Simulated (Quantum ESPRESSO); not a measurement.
## Relaxation of cell and atoms, with input and output: SnO (part 2 of 2)

Continued. System: SnO (4 atoms in the cell). Method: Kohn-Sham DFT of a periodic cell, PBEsol, GBRV 1.5 PBEsol, no spin polarisation (Quantum ESPRESSO 7.5); cutoff 1061.24 eV, 5×5×4 k-mesh, fermi-dirac of 0.05 eV. The structure derives from a Materials Project entry.

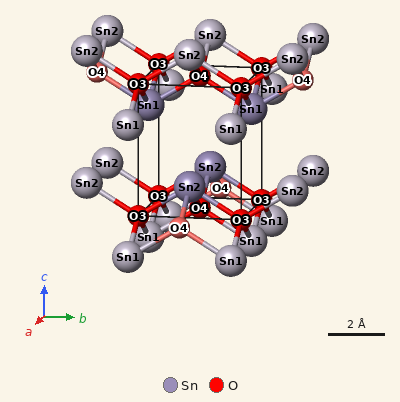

Figure 1. The input geometry (ball-and-stick view of the cell of the calculation, seen slightly off an axis; neighbours outside the cell are drawn fainter; atoms are numbered from 1 in the order of the input). An atom can appear more than once, as a periodic image.

The program's output, continued:
```
   -10.3625  -9.9306  -9.9036  -9.8909  -9.8448  -9.8401  -9.8271  -9.7580
    -9.7388  -9.7312  -8.4330  -6.0073   3.7748   4.3929   5.3876   5.4066
     7.5598   8.1181   8.1227  11.5880  14.5511  15.5023  16.2741  17.6208
    17.9866  18.3257  18.5571  21.1193

          k = 0.0000 0.2043 0.2154 (  4833 PWs)   bands (ev):

   -10.3474  -9.9892  -9.8942  -9.8630  -9.8519  -9.8087  -9.8068  -9.8040
    -9.7406  -9.7265  -8.3868  -6.0011   2.5359   4.9436   5.4928   6.3547
     7.5541   8.1166   8.4093  11.2911  13.8381  14.7264  15.1666  17.6187
    18.4715  19.4737  19.9376  21.1553

          k = 0.0000 0.2043-0.4307 (  4840 PWs)   bands (ev):

   -10.3312 -10.0190  -9.8804  -9.8763  -9.8539  -9.8303  -9.7759  -9.7659
    -9.7603  -9.7448  -8.3392  -5.9949   1.9143   5.2003   5.6047   6.5628
     7.6616   8.1117   9.5769  10.5245  12.8602  14.4795  14.5236  17.2449
    19.7770  20.0862  20.5128  21.8545

          k = 0.0000 0.4085 0.0000 (  4838 PWs)   bands (ev):

   -10.2916 -10.1555  -9.8777  -9.8474  -9.8423  -9.8269  -9.7957  -9.7842
    -9.7751  -9.7392  -7.6011  -6.6807   3.7491   4.2487   6.0766   6.1634
     6.8668   7.1975   8.0313   9.5789  15.1542  15.8952  17.0750  18.0428
    18.2374  18.6663  19.2889  20.7361

          k = 0.0000 0.4085 0.2154 (  4852 PWs)   bands (ev):

   -10.3031 -10.1927  -9.8920  -9.8600  -9.8502  -9.8406  -9.7652  -9.7645
    -9.7390  -9.7333  -7.5581  -6.6544   3.2742   4.3540   5.7469   6.2291
     6.6096   7.2213   8.9059   9.9507  14.7211  15.6585  16.3528  17.8082
    18.0655  18.8772  20.5549  21.6361

          k = 0.0000 0.4085-0.4307 (  4844 PWs)   bands (ev):

   -10.3142 -10.2239  -9.9069  -9.8977  -9.8371  -9.8256  -9.7493  -9.7432
    -9.7262  -9.7210  -7.5141  -6.6279   2.8879   4.4804   5.4164   6.2975
     6.4554   7.2444   9.8049  10.1210  14.1562  15.4648  15.8472  17.9213
    18.7691  18.8808  20.9019  21.3835

          k = 0.2043 0.2043 0.0000 (  4850 PWs)   bands (ev):

   -10.3497 -10.0464  -9.9140  -9.8492  -9.8463  -9.8434  -9.8119  -9.7664
    -9.7319  -9.7143  -8.1362  -6.1614   3.3134   4.2962   5.3886   6.2309
     7.1409   7.3822   8.7888  11.4376  13.6925  15.8182  15.8328  16.8064
    18.2876  19.0639  20.3259  20.5405

          k = 0.2043 0.2043 0.2154 (  4846 PWs)   bands (ev):

   -10.3386 -10.0729  -9.8984  -9.8787  -9.8497  -9.8132  -9.7851  -9.7673
    -9.7461  -9.7377  -8.0822  -6.1468   2.6714   4.3404   5.5688   6.3299
     7.1589   8.2135   8.7971  10.8604  13.8924  14.2596  15.4392  17.6958
    19.0928  19.4259  20.4256  21.4244

          k = 0.2043 0.2043-0.4307 (  4828 PWs)   bands (ev):

   -10.3268 -10.0969  -9.8886  -9.8879  -9.8207  -9.8049  -9.7975  -9.7668
    -9.7616  -9.7494  -8.0273  -6.1323   2.1748   4.5285   5.5635   6.4970
     6.8794   8.8056   9.6071  10.0926  13.1634  14.0376  15.2803  18.0995
    18.8245  19.3906  21.8190  22.1776

          k = 0.2043 0.4085 0.0000 (  4849 PWs)   bands (ev):

   -10.3141 -10.2192  -9.8793  -9.8478  -9.8355  -9.8278  -9.7825  -9.7504
    -9.7379  -9.7283  -7.4348  -6.6681   3.0578   3.6054   5.9412   6.7175
     7.2447   7.4780   8.6718   9.7937  13.6762  14.7883  16.5453  17.1412
    19.0247  19.0954  20.0794  20.7521

          k = 0.2043 0.4085 0.2154 (  4850 PWs)   bands (ev):

   -10.3125 -10.2294  -9.8800  -9.8704  -9.8294  -9.8202  -9.7739  -9.7639
    -9.7340  -9.7312  -7.3807  -6.6323   2.9697   3.7225   5.1520   6.1642
     7.4410   8.2809   8.9754   9.7995  13.8440  14.4867  16.1995  16.8552
    19.1255  20.0160  20.7320  21.1365

          k = 0.2043 0.4085-0.4307 (  4860 PWs)   bands (ev):

   -10.3106 -10.2391  -9.8961  -9.8795  -9.8238  -9.8160  -9.7640  -9.7525
    -9.7450  -9.7398  -7.3264  -6.5965   2.8334   3.9412   4.6514   5.7998
     7.5193   8.4384   9.5869   9.6009  14.2698  14.8368  15.5121  16.4732
    18.7383  19.6351  22.5672  22.8962

          k = 0.4085 0.4085 0.0000 (  4852 PWs)   bands (ev):

   -10.3480 -10.3185  -9.8617  -9.8565  -9.8279  -9.8074  -9.7360  -9.7240
    -9.7163  -9.7024  -7.0552  -6.7468   2.3539   2.6028   6.2162   6.5302
     8.5563   8.6061   9.1314  10.0400  11.5999  12.5893  16.4231  16.5843
    20.0113  20.1284  20.2512  20.5836

          k = 0.4085 0.4085 0.2154 (  4846 PWs)   bands (ev):

   -10.3292 -10.3020  -9.8580  -9.8451  -9.8272  -9.8076  -9.7632  -9.7483
    -9.7357  -9.7276  -6.9913  -6.6924   2.4361   2.7217   5.5039   6.0646
     8.6605   8.9739   9.1315   9.3471  12.5837  12.9173  16.7042  17.1903
    18.7479  19.3599  21.2097  21.3852

          k = 0.4085 0.4085-0.4307 (  4866 PWs)   bands (ev):

   -10.3077 -10.2827  -9.8686  -9.8322  -9.8269  -9.8029  -9.8007  -9.7858
    -9.7409  -9.7392  -6.9280  -6.6384   2.5188   2.8642   4.9927   5.6983
     8.7020   8.7132   8.9789   9.1318  13.8999  14.2828  15.6480  17.2202
    17.5574  18.9354  23.3946  23.4481

     the Fermi energy is    11.6423 ev

!    total energy              =    -382.38633955 Ry
     estimated scf accuracy    <          1.5E-12 Ry
     smearing contrib. (-TS)   =      -0.00047318 Ry
     internal energy E=F+TS    =    -382.38586637 Ry

     The total energy is F=E-TS. E is the sum of the following terms:
     one-electron contribution =    -119.60018089 Ry
     hartree contribution      =      91.08210500 Ry
     xc contribution           =     -99.77182628 Ry
     ewald contribution        =    -254.09596420 Ry

     convergence has been achieved in  14 iterations

     Forces acting on atoms (cartesian axes, Ry/au):

     atom    1 type  1   force =     0.00000000    0.00000000    0.00003184
     atom    2 type  1   force =     0.00000000    0.00000000   -0.00003184
     atom    3 type  2   force =     0.00000000    0.00000000    0.00000000
     atom    4 type  2   force =     0.00000000    0.00000000    0.00000000

     Total force =     0.000045     Total SCF correction =     0.000007
     SCF correction compared to forces is large: reduce conv_thr to get better values

     Computing stress (Cartesian axis) and pressure

          total   stress  (Ry/bohr**3)                   (kbar)     P=       47.24
   0.00032498   0.00000000   0.00000000           47.81        0.00        0.00
   0.00000000   0.00032498   0.00000000            0.00       47.81        0.00
   0.00000000   0.00000000   0.00031349            0.00        0.00       46.12

=------------------------------------------------------------------------------=
   JOB DONE.
=------------------------------------------------------------------------------=
```

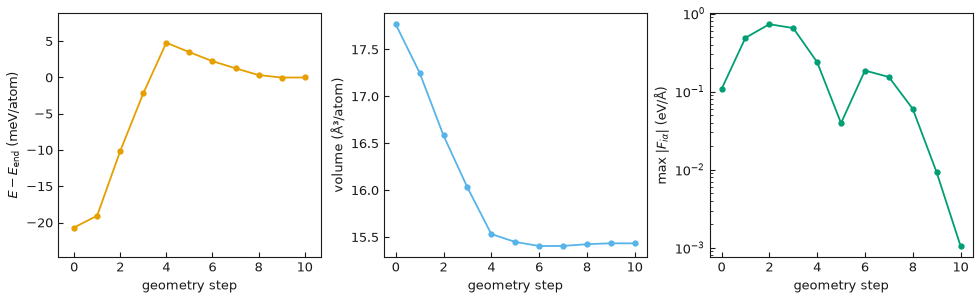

Figure 2. Progress of the relaxation, step by step (steps are counted from 0).

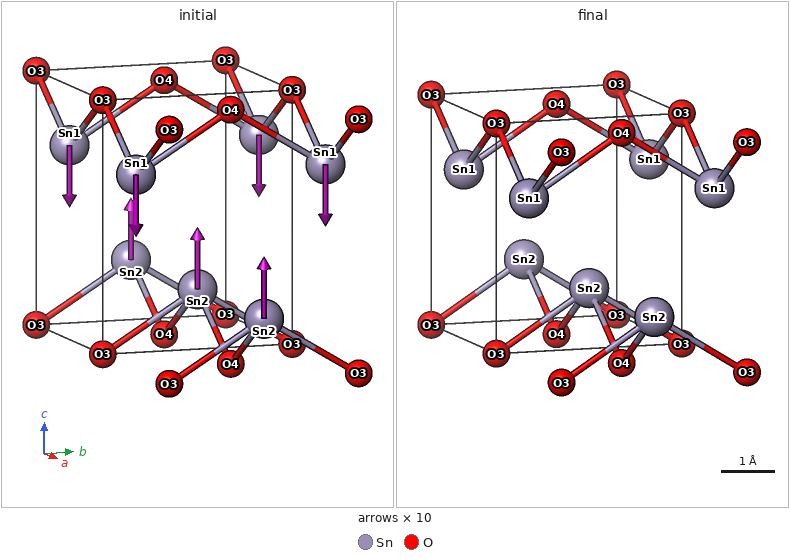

Figure 3. Before (left) and after (right) the relaxation, at one scale (ball-and-stick view of the cell of the calculation, repeated 2 × 1 × 1, seen slightly off an axis). The pink arrows give the displacements (without the part carried along by the change of the cell), magnified 10 times. The largest moves relative to the cell, 0.12 Å, are those of Sn1 and Sn2. O stays in place. The drawn cell changes as follows: a = b 3.814 → 3.734 Å (−2.1 %), c 4.887 → 4.427 Å (−9.4 %); the volume changes by −13.1 %. Among the contacts that change: Sn1–O3 2.227 → 2.200 Å. The space group stays P4/nmm (No. 129). Over 10 geometry steps the energy rises by 20.7 meV per atom. The largest force component goes from 0.11 to 0.0011 eV/Å. (Atoms are counted from 1 in the order of the input.)

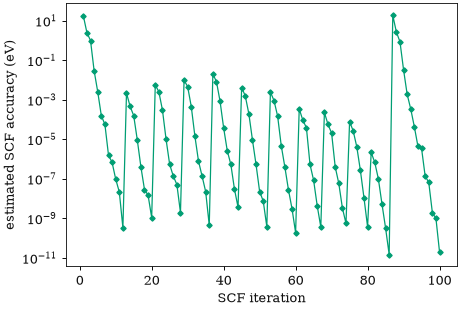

Figure 4. Convergence of the self-consistent field: estimated SCF accuracy against the iteration. The field takes 100 iterations in all.

This output came from the following input.

The input:
```
&CONTROL
  calculation = 'vc-relax'
  prefix = 'pwscf'
  outdir = './tmp'
  pseudo_dir = './pseudo'
  tprnfor = .true.
  tstress = .true.
  disk_io = 'low'
  nstep = 40
  forc_conv_thr = 0.0004
  etot_conv_thr = 1d-05
/
&SYSTEM
  ibrav = 0
  nat = 4
  ntyp = 2
  ecutwfc = 78
  ecutrho = 626
  nbnd = 28
  occupations = 'smearing'
  smearing = 'fd'
  degauss = 0.00367493
/
&ELECTRONS
  conv_thr = 8d-10
  electron_maxstep = 120
  mixing_beta = 0.5
/
&IONS
  ion_dynamics = 'bfgs'
/
&CELL
  cell_dynamics = 'bfgs'
  press = 50
  press_conv_thr = 0.3
/
ATOMIC_SPECIES
Sn   118.7100 sn_pbesol_v1.4.uspp.F.UPF
O     15.9990 o_pbesol_v1.2.uspp.F.UPF
CELL_PARAMETERS angstrom
   3.8136952200    0.0000000000    0.0000000000
   0.0000000000    3.8136952200    0.0000000000
   0.0000000000    0.0000000000    4.8869133000
ATOMIC_POSITIONS crystal
Sn     0.5000000000    0.0000000000    0.7646261400
Sn     0.0000000000    0.5000000000    0.2353738600
O      0.0000000000    0.0000000000    0.0000000000
O      0.5000000000    0.5000000000    0.0000000000
K_POINTS automatic
5 5 4 0 0 0
```

Launch command:
```bash
OMP_NUM_THREADS=1 mpirun -n 2 pw.x -nk 2 -in pw.in > pw.out
```

Results in brief:

```csv
quantity,value
outcome,converged
space group (tolerance 0.01 Å),P4/nmm (129)
electrons treated,40
free energy,−5202.6312 eV
Fermi energy,11.642 eV
gap on the k-point mesh,none (metallic)
pressure,4.72 GPa
final volume,61.73 Å³
largest force (length of the vector) at the end,0.001 eV/Å
final cell,"a = 3.734 Å, b = 3.734 Å, c = 4.427 Å, α = 90.00°, β = 90.00°, γ = 90.00°"
hardware,"2 threads of Arm Neoverse V2, 24 GiB of memory available, shared host"
wall time,5.5 min (CPU time 11 min)
peak memory,0.64 GiB
```

Remarks:

Notes on the run: SCF correction compared to forces is large. Points of doubt noted for this run: coarse mesh.
